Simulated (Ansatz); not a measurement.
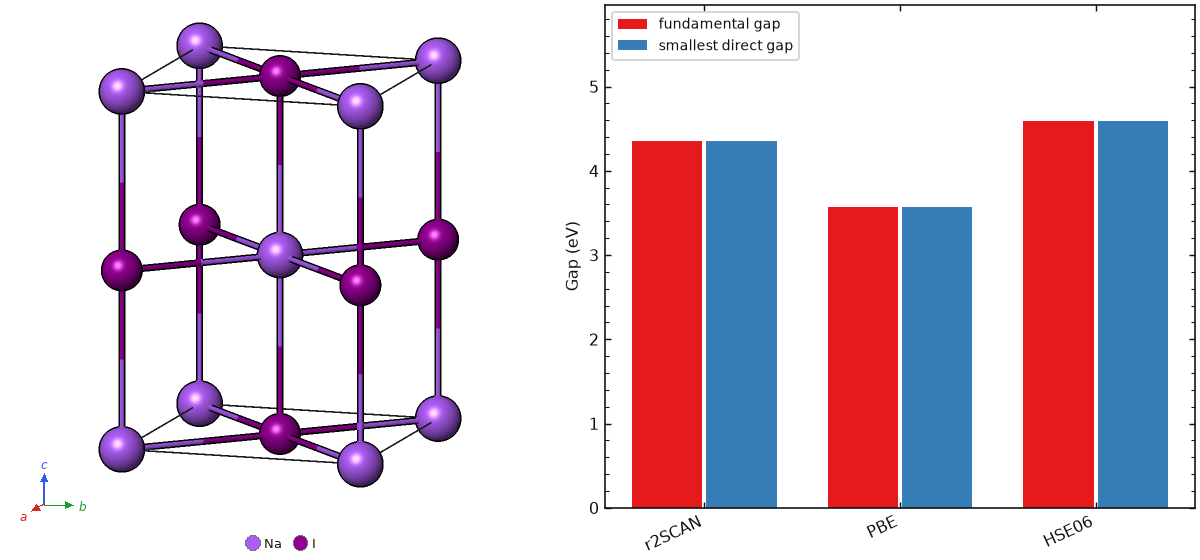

Gaps of NaI, space group I4/mmm (No. 139), 2 atoms in the cell, uniaxial (z) strain +2.8%, at several levels of theory on one cell (Ansatz, plane waves and PAW; edges over the mesh and the special points).

> How does the gap depend on the level, and does its kind change?

In rising order: PBE 3.57 eV, r2SCAN 4.35 eV and HSE06 4.59 eV. It is direct at every level.
